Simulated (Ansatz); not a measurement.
**Phonon calculation of HgTe (part 1 of 2)**

The run: phonon calculation of HgTe (F-43m, 2 atoms in the cell). Method and program: DFT PBEsol, scalar-relativistic, plane waves, PAW, no spin polarisation (Ansatz 0.2.0).

It belongs to a series of runs on one base structure; here: electron-phonon coupling, resistivity and closed forms of Tc. Figures and captions count atoms from 1; the log counts them from 0 in places.

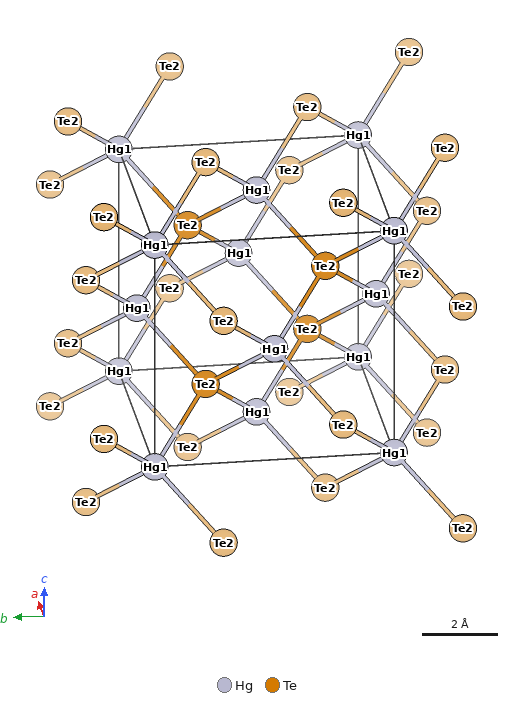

Fig. 1: The input geometry (ball-and-stick view of the cell 4 times as large as that of the calculation, set on its symmetry axes, seen at an oblique angle; neighbours outside the cell are drawn fainter; atoms are numbered from 1 in the order of the input).

## Input
```yaml
crystal:
  lattice:
    - [0.0, 3.2546858436, 3.2546858436]
    - [3.2546858436, 0.0, 3.2546858436]
    - [3.2546858436, 3.2546858436, 0.0]
  atoms:
    - { symbol: Hg, position: [0.0, 0.0, 0.0] }
    - { symbol: Te, position: [0.25, 0.25, 0.25] }
basis:
  ecutwfc: 420
  ecutrho_ratio: 4
kpoints:
  mp_grid: { grid: [10, 10, 10] }
hamiltonian:
  xc: pbesol
scf:
  occupations: { method: methfessel_paxton, width: 0.2 }
output: {}
phonons:
  supercell: [2, 2, 2]
  qpath:
    path:
      - [[0.0, 0.0, 0.0], [-0.5, -0.5, 0.0], [-0.375, -0.375, 0.25]]
      - [[-0.375, 0.0, 0.375], [0.0, 0.0, 0.0], [0.0, 0.0, 0.5], [-0.5, -0.25, 0.25], [-0.5, -0.5, 0.0]]
    npoints: 6
  electrical_resistivity: { mesh: [20, 20, 20], temperatures: [50, 100, 200, 300, 500] }
  superconductivity: { mesh: [20, 20, 20], eliashberg_equations: false }
```

Run on 8 threads of Arm Neoverse V1, 24 GiB of memory available, shared host.

Command:
```bash
ansatz run input.yaml --threads 8 --pin off --max-ram 15360MiB --backend cpu --events-out ev --progress --plain --runs-dir out
```

## What the program printed
```
Warning: phonons: the dynamical matrix that this run interpolates holds no multipole term above the dipole-dipole one, and a site of this crystal is no centre of inversion, so its interpolated transverse optical and acoustic branches and sound speeds can stay off near Gamma, and the density of states and the thermodynamics with them. What a run solves at a wave vector of phonons.qpoints, Gamma apart, where the deck admits one, is free of this, and under fd what a larger phonons.supercell samples
Engine: ansatz 0.2.0, aarch64-unknown-linux-gnu
Pseudopotentials: kind: paw
Pseudopotential: Hg, paw, valence charge 20, recommended cutoff 420 eV (normal), Hg.paw.azcp
Pseudopotential: Te, paw, valence charge 16, recommended cutoff 420 eV (normal), Te.paw.azcp
Functional definition: PBEsol
  exchange = pbesol_x
  correlation = pbesol_c
Crystal: 16 atoms, lattice volume = 551.629 Å³
Basis set: ecut = 420 eV, 10849 PW (Γ), exchange–correlation on 128×128×128 points (8 copies of the dense FFT grid, shifted against one another)
Bands: 176, of which v1, the nominal top of the filled ones, is band 144 counted from 1 (143 counted from 0)
Symmetry: 192 space group operations
k-points: 10 of 125 (time reversal used)
Non-local potential: Hg, projectors of the file, l = 0: 3, l = 1: 2, l = 2: 2, l = 3: 1
Non-local potential: Te, projectors of the file, l = 0: 2, l = 1: 2, l = 2: 2, l = 3: 2
PAW form: soft (Blöchl's): semilocal exchange-correlation on the pseudo side does not see the compensation charge
PAW frozen core: Hg, regenerated for the run's functional, and the local potential with it (the file was generated under x = pbe(κ = 0.804, μ = 0.2195149727645171), c = pbe(β = 0.06672455060314922))
PAW frozen core: Te, regenerated for the run's functional, and the local potential with it (the file was generated under x = pbe(κ = 0.804, μ = 0.2195149727645171), c = pbe(β = 0.06672455060314922))
PAW one-centre angular grid: Hg, 590 points (default); XC on 64 Gauss nodes
PAW one-centre angular grid: Te, 590 points (default); XC on 64 Gauss nodes
Initial density: handed on by an earlier stage of this run
Initial wavefunctions: those handed on with the density
Functional: x = pbesol(κ = 0.804, μ = 0.12345679012345678), c = pbesol(β = 0.046)
SCF iter   1: F=—  HF=-164558.516844 eV  |F-HF|=—  |Δ(HF+E_count)|=         —  Δρ=3.62e-8  dr2=3.36e-12  ethr=1.00e-12  ⟨swp⟩=3.0  Hψ=4404  notcnv=0
preconditioner: auto → Resta (q_TF=auto, 2.448 Å⁻¹)  ε∞=4.3  [insulator: Δε(μ)=0.483 eV  Ē_g=10.437 eV  σ=0.200 eV  W_gap=0.64  n_scr=136 (ndim 8)  ℏωp=19.0 eV  f_vac=0.183  D(μ)=0.65/eV (n_scr^D=0)  ε∞_Penn≈4.3]
SCF iter   2: F=-164558.516844 eV  HF=-164558.516844 eV  |F-HF|=8.73e-11  |Δ(HF+E_count)|=  8.73e-11  S|Δr|=    0.00e0  Δρ=1.48e-8  dr2=5.34e-13  ethr=1.00e-12  ⟨swp⟩=3.0  Hψ=4284  notcnv=0
SCF 1 converged in 2 iterations: F = -164558.516844 eV  dr2 = 5.34e-13
  greatest PAW one-centre occupation: 1.000 electrons in one spin orbital (limit 2), on the Hg atom at site 14 (counted from 0), in its partial waves of l = 0
Crystal: 2 atoms, lattice volume = 68.954 Å³
Basis set: ecut = 420 eV, 1363 PW (Γ), exchange–correlation on 64×64×64 points (8 copies of the dense FFT grid, shifted against one another)
Bands: 22, of which v1, the nominal top of the filled ones, is band 18 counted from 1 (17 counted from 0)
Symmetry: 24 space group operations
k-points: 47 of 1000 (time reversal used)
Initial density: read from a saved state, or passed on in memory by an earlier SCF of this step, an earlier step, the calling program or the single point that the run made first
Initial wavefunctions: pseudopotential atomic-orbital guess
iter 1 solved again at ethr=1.08e-7 eV; its pass at ethr=3.10e-3 eV (dr2=3.87e-5 eV) is discarded
SCF iter   1: F=—  HF=-20569.814606 eV  |F-HF|=—  |Δ(HF+E_count)|=         —  Δρ=4.99e-7  dr2=1.41e-10  ethr=1.08e-7  ⟨swp⟩=4.1  Hψ=7569  notcnv=0
eigensolver tolerance schedule: the retry pair's looser diagonalisation over-reported the residual by 274578.59 of it (diagonalisation noise at an unbounded share of the residual, at the tolerance the schedule requests for it); recorded, not acted on — ethr = c·dr2/N_el stays at c = 1.0e-1
preconditioner: auto → none  [insulator: Δε(μ)=0.483 eV  Ē_g=10.444 eV  σ=0.200 eV  W_gap=0.64  n_scr=14 (ndim 8)  ℏωp=19.0 eV  f_vac=0.183  D(μ)=0.08/eV (n_scr^D=0)  ε∞_Penn≈4.3]
SCF iter   2: F=-20569.814606 eV  HF=-20569.814606 eV  |F-HF|=1.02e-10  |Δ(HF+E_count)|=   3.45e-7  S|Δr|=    0.00e0  Δρ=3.87e-7  dr2=1.31e-10  ethr=1.00e-12  ⟨swp⟩=7.5  Hψ=4633  notcnv=0
SCF 2 converged in 2 iterations: F = -20569.814606 eV  dr2 = 1.31e-10
  greatest PAW one-centre occupation: 1.000 electrons in one spin orbital (limit 2), on the Hg atom at site 0 (counted from 0), in its partial waves of l = 0
k-points: 171 of 1000 (irreducible under 4 space group operations, time reversal used)
iter 1 solved again at ethr=1.05e-7 eV; its pass at ethr=3.10e-3 eV (dr2=3.78e-5 eV) is discarded
SCF iter   1: F=—  HF=-20569.814828 eV  |F-HF|=—  |Δ(HF+E_count)|=         —  Δρ=1.23e-6  dr2=1.16e-9  ethr=1.05e-7  ⟨swp⟩=4.0  Hψ=25011  notcnv=0  defer=334
eigensolver tolerance schedule: the retry pair's looser diagonalisation over-reported the residual by 32701.16 of it (diagonalisation noise at an unbounded share of the residual, at the tolerance the schedule requests for it); recorded, not acted on — ethr = c·dr2/N_el stays at c = 1.0e-1
preconditioner: auto → none  [insulator: Δε(μ)=0.000 eV  Ē_g=10.443 eV  n_scr=14 (ndim 8)  ℏωp=19.0 eV  f_vac=0.183  ε∞_Penn≈4.3]
SCF iter   2: F=—  HF=-20569.814826 eV  |F-HF|=—  |Δ(HF+E_count)|=   2.00e-6  Δρ=7.20e-7  dr2=2.81e-10  ethr=3.21e-12  ⟨swp⟩=4.0  Hψ=10520  notcnv=0  defer=276
SCF iter   3: F=-20569.814826 eV  HF=-20569.814826 eV  |F-HF|=4.37e-11  |Δ(HF+E_count)|=  2.55e-11  Δρ=3.35e-7  dr2=5.75e-11  ethr=1.00e-12  ⟨swp⟩=7.1  Hψ=14479  notcnv=0
WARN: a fill by count may have filled part of one level: at k-index 0 the highest filled band, 8.250142 eV, and the lowest empty band, 8.250142 eV, stand 1.776e-15 eV apart, within the solve's uncertainty, 1.000e-5 eV. If they are one level, whatever splits it, however little, can move the result. A smearing (`scf.occupations.method` with a `width`) well over the split that the run's distortions make, where the deck can take one, can fill the level evenly. On an open shell (a free atom, a radical) an even fill, a smearing's or one that the run's symmetry operations hold, can lie tenths of an eV above a state that splits the level, and an energy difference taken against it is then off by as much. To look for that state on an open shell, re-run with `crystal.symmetry.detect: false`, without `crystal.symmetry.time_reversal: true` (on a non-collinear deck from a starting moment too), where the deck allows it, and compare the energies; that run can end on one of several states, or fail to converge. If the gap is true, a tighter SCF threshold (`scf.convergence.dr2_threshold`, or `saddle.dr2_threshold`, `phonons.dr2_threshold` by `fd` or `hamiltonian.hubbard.lr.dr2_threshold` where that key governs the SCF) lowers that uncertainty; where it stays it is the eigensolver's: a larger `scf.n_extra_bands` or, on support functions, `scf.eigensolver.kind: davidson` lowers it. See `scf.occupations.method`, Limitations, in the input reference
SCF 3 converged in 3 iterations: F = -20569.814826 eV  dr2 = 5.75e-11
NSCF: frozen V_eff on 38 k-points
phonons: the run's symmetry doesn't show that the Born effective charges vanish, and it interpolates frequencies without the dipole-dipole term. In a polar insulator or semiconductor they then lack LO-TO splitting, and the branches near Gamma, sound speeds, density of states, thermodynamics and thermal conductivity can be off. Where the input admits it, phonons.dielectric: true or phonons.non_analytic_term supplies the term (a sheet's or wire's own needs phonons.isolated: true). The run goes on without its unit cell's response to a homogeneous field, whose tensors the term is made of, since a DFPT response about bands that are each full or empty needs each spin channel's highest filled band to stand apart from its lowest empty one at every k-point that it solves. Channel 0 fills its lowest 18 bands, and at k = (0, 0, 0) (k in fractional coordinates) the highest filled band, 8.250142 eV, and the lowest empty band, 8.250142 eV, cannot be told apart: 1.776e-15 eV apart, within the solve's uncertainty, 1.000e-5 eV. If they are one level, only part of it is filled, and the response would follow whichever part the eigensolver returned. If the two levels are distinct, lower that uncertainty (tighten scf.convergence.dr2_threshold (if unset, the value in force may already be tighter than the key's default, set by another part of the input; each SCF's setup event in the run's event stream (--events-out) reports it as dr2_threshold_ev); where that does not lower it, raise scf.n_extra_bands). Where the level is cut at k + q alone, scf.occupations.method: fixed can fill it evenly if scf.n_extra_bands reaches past it. Otherwise scf.occupations.method: fermi_dirac with the default scf.occupations.width fills such a level evenly, which leaves it partly filled; phonons of such a state are solved with smeared occupations, and only at a wavevector that carries the k mesh onto itself, and their frequencies are to be checked against a denser k mesh; the response to a homogeneous field is undefined for such a state. See scf.occupations.method, Limitations, in the input reference. phonons.dielectric: true is no way round that: under method: fd it ends the run on it; phonons.dielectric: false leaves the calculation out
Symmetry: 4 space group operations
k-points: 27 of 125 (time reversal used)
iter 1 solved again at ethr=4.70e-8 eV; its pass at ethr=3.10e-3 eV (dr2=1.35e-4 eV) is discarded
SCF iter   1: F=—  HF=-164558.516434 eV  |F-HF|=—  |Δ(HF+E_count)|=         —  Δρ=3.68e-5  dr2=6.02e-6  ethr=4.70e-8  ⟨swp⟩=3.0  Hψ=17955  notcnv=0  defer=27
SCF iter   2: F=—  HF=-164558.516832 eV  |F-HF|=—  |Δ(HF+E_count)|=   3.98e-4  S|Δr|=    0.00e0  Δρ=1.92e-5  dr2=1.31e-6  ethr=2.09e-9  ⟨swp⟩=2.0  Hψ=5927  notcnv=0  defer=27
SCF iter   3: F=—  HF=-164558.516832 eV  |F-HF|=—  |Δ(HF+E_count)|=   3.02e-7  S|Δr|=    0.00e0  Δρ=3.11e-6  dr2=6.78e-8  ethr=4.57e-10  ⟨swp⟩=2.0  Hψ=6035  notcnv=0  defer=27
SCF iter   4: F=—  HF=-164558.516832 eV  |F-HF|=—  |Δ(HF+E_count)|=   9.02e-9  S|Δr|=    0.00e0  Δρ=8.73e-7  dr2=8.12e-9  ethr=2.35e-11  ⟨swp⟩=2.2  Hψ=7174  notcnv=0  defer=27
SCF iter   5: F=—  HF=-164558.516832 eV  |F-HF|=—  |Δ(HF+E_count)|=   1.69e-9  S|Δr|=    0.00e0  Δρ=3.19e-7  dr2=7.00e-10  ethr=2.82e-12  ⟨swp⟩=2.0  Hψ=6054  notcnv=0  defer=27
SCF iter   6: F=—  HF=-164558.516832 eV  |F-HF|=—  |Δ(HF+E_count)|=  7.28e-10  S|Δr|=    0.00e0  Δρ=8.13e-8  dr2=5.49e-11  ethr=1.00e-12  ⟨swp⟩=2.0  Hψ=4618  notcnv=0  defer=27
SCF iter   7: F=—  HF=-164558.516832 eV  |F-HF|=—  |Δ(HF+E_count)|=  2.91e-11  S|Δr|=    0.00e0  Δρ=3.11e-8  dr2=8.02e-12  ethr=1.00e-12  ⟨swp⟩=6.0  Hψ=19512  notcnv=0
SCF iter   8: F=-164558.516832 eV  HF=-164558.516832 eV  |F-HF|=2.91e-11  |Δ(HF+E_count)|=  5.82e-11  S|Δr|=    0.00e0  Δρ=1.00e-8  dr2=9.39e-13  ethr=1.00e-12  ⟨swp⟩=5.0  Hψ=17033  notcnv=0
SCF 4 converged in 8 iterations: F = -164558.516832 eV  dr2 = 9.39e-13
  greatest PAW one-centre occupation: 1.000 electrons in one spin orbital (limit 2), on the Hg atom at site 6 (counted from 0), in its partial waves of l = 0
iter 1 solved again at ethr=2.93e-9 eV; its pass at ethr=3.10e-3 eV (dr2=8.43e-6 eV) is discarded
SCF iter   1: F=—  HF=-164558.516830 eV  |F-HF|=—  |Δ(HF+E_count)|=         —  Δρ=2.56e-5  dr2=3.28e-6  ethr=2.93e-9  ⟨swp⟩=3.7  Hψ=19392  notcnv=0  defer=27
SCF iter   2: F=—  HF=-164558.516826 eV  |F-HF|=—  |Δ(HF+E_count)|=   4.60e-6  S|Δr|=    0.00e0  Δρ=1.35e-5  dr2=8.11e-7  ethr=1.14e-9  ⟨swp⟩=2.6  Hψ=7054  notcnv=0  defer=27
SCF iter   3: F=—  HF=-164558.516826 eV  |F-HF|=—  |Δ(HF+E_count)|=   1.36e-7  S|Δr|=    0.00e0  Δρ=2.50e-6  dr2=3.55e-8  ethr=2.82e-10  ⟨swp⟩=2.0  Hψ=6966  notcnv=0  defer=27
SCF iter   4: F=—  HF=-164558.516826 eV  |F-HF|=—  |Δ(HF+E_count)|=   1.86e-9  S|Δr|=    0.00e0  Δρ=6.32e-7  dr2=3.10e-9  ethr=1.23e-11  ⟨swp⟩=2.0  Hψ=7782  notcnv=0  defer=27
SCF iter   5: F=—  HF=-164558.516826 eV  |F-HF|=—  |Δ(HF+E_count)|=   1.22e-9  S|Δr|=    0.00e0  Δρ=2.08e-7  dr2=3.83e-10  ethr=1.08e-12  ⟨swp⟩=2.0  Hψ=5841  notcnv=0  defer=27
SCF iter   6: F=—  HF=-164558.516826 eV  |F-HF|=—  |Δ(HF+E_count)|=  3.20e-10  S|Δr|=    0.00e0  Δρ=6.40e-8  dr2=3.20e-11  ethr=1.00e-12  ⟨swp⟩=1.9  Hψ=4175  notcnv=0  defer=27
SCF iter   7: F=-164558.516826 eV  HF=-164558.516826 eV  |F-HF|=2.91e-11  |Δ(HF+E_count)|=  2.91e-11  S|Δr|=    0.00e0  Δρ=2.12e-8  dr2=3.33e-12  ethr=1.00e-12  ⟨swp⟩=6.0  Hψ=19526  notcnv=0
SCF 5 converged in 7 iterations: F = -164558.516826 eV  dr2 = 3.33e-12
  greatest PAW one-centre occupation: 1.000 electrons in one spin orbital (limit 2), on the Hg atom at site 4 (counted from 0), in its partial waves of l = 0
Initial density: superposition of atomic densities (neutral atoms: chi_scale 0, normalization atom), corrected by the library's trained network
SCF iter   1: F=—  HF=-20569.816530 eV  |F-HF|=—  |Δ(HF+E_count)|=         —  Δρ=2.69e-3  dr2=7.97e-3  ethr=1.77e-3  ⟨swp⟩=5.7  Hψ=4622  notcnv=0
preconditioner: auto → none  [insulator: Δε(μ)=0.473 eV  Ē_g=10.435 eV  σ=0.200 eV  W_gap=0.64  n_scr=14 (ndim 8)  ℏωp=19.0 eV  f_vac=0.187  D(μ)=0.08/eV (n_scr^D=0)  ε∞_Penn≈4.3]
SCF iter   2: F=—  HF=-20569.814295 eV  |F-HF|=—  |Δ(HF+E_count)|=   2.24e-3  S|Δr|=    0.00e0  Δρ=8.12e-4  dr2=3.06e-4  ethr=2.21e-5  ⟨swp⟩=2.9  Hψ=2163  notcnv=0
SCF iter   3: F=—  HF=-20569.814525 eV  |F-HF|=—  |Δ(HF+E_count)|=   2.30e-4  S|Δr|=    0.00e0  Δρ=4.08e-4  dr2=7.30e-5  ethr=8.50e-7  ⟨swp⟩=2.0  Hψ=1403  notcnv=0
SCF iter   4: F=—  HF=-20569.814602 eV  |F-HF|=—  |Δ(HF+E_count)|=   7.69e-5  S|Δr|=    0.00e0  Δρ=1.63e-4  dr2=2.10e-5  ethr=2.03e-7  ⟨swp⟩=2.0  Hψ=1468  notcnv=0
SCF iter   5: F=—  HF=-20569.814608 eV  |F-HF|=—  |Δ(HF+E_count)|=   6.29e-6  S|Δr|=    0.00e0  Δρ=2.03e-5  dr2=1.69e-7  ethr=5.83e-8  ⟨swp⟩=2.0  Hψ=1411  notcnv=0
SCF iter   6: F=—  HF=-20569.814606 eV  |F-HF|=—  |Δ(HF+E_count)|=   2.55e-6  S|Δr|=    0.00e0  Δρ=3.54e-6  dr2=6.94e-9  ethr=4.69e-10  ⟨swp⟩=2.1  Hψ=1463  notcnv=0
SCF iter   7: F=—  HF=-20569.814606 eV  |F-HF|=—  |Δ(HF+E_count)|=   7.10e-9  S|Δr|=    0.00e0  Δρ=5.52e-7  dr2=1.33e-10  ethr=1.93e-11  ⟨swp⟩=2.0  Hψ=1871  notcnv=0
SCF iter   8: F=-20569.814606 eV  HF=-20569.814606 eV  |F-HF|=0.00e0  |Δ(HF+E_count)|=  3.64e-10  S|Δr|=    0.00e0  Δρ=8.46e-8  dr2=4.35e-12  ethr=1.00e-12  ⟨swp⟩=3.1  Hψ=2394  notcnv=0
SCF 6 converged in 8 iterations: F = -20569.814606 eV  dr2 = 4.35e-12
NSCF: frozen V_eff on 47 k-points
NSCF: frozen V_eff on 29 k-points
NSCF: frozen V_eff on 256 k-points
SCF converged after 2 iterations
Stability not checked: this state was not tested for a lower state beside it, because cold or Methfessel-Paxton smearing, or corrected tetrahedra, fill the levels in a way that the test cannot read (fill_not_monotonic; see scf.lower_state_search)
Free energy (F): -164558.516844 eV
Harris-Foulkes:  -164558.516844 eV  (|F-HF|=8.73e-11)
Internal energy: -164558.520980 eV  (E = F + TS)
E sigma→0 (E₀):  -164558.517878 eV
Entropy (-TS):   0.004136 eV (0.258 meV/atom)
Fermi energy:    8.282333 eV
--- Per-component energies (eV) ---
  E_band       = -6282.665245
  E_kinetic    = 6273.262772
  E_local      = -38831.922580  (includes V_loc(G=0)·N_el)
  E_nonlocal   = -1852.876206
  E_hartree    = 18819.433295
  E_xc         = -2734.843953
  E_vxc        = -2922.210585  (∫ρ·V_xc dr)
  E_paw        = -115082.228643  (= ΣΔE_a)
  E_vpaw       = -6587.790913  (= ΣTr[D̂ρ^β])
  E_aug_tail   = 0.005729  (compensation charges beyond the density's cutoff)
  E_ewald      = -31154.979126
  E_core_change = 5.627732  (= ΣΔE_core)
  E_smearing   = 0.004136  (= −TS)
  E_closure    = 0.000000  (closes the sum)
  Σ components = -164558.516844   (vs F -164558.516844, Δ=0.00e0)
```
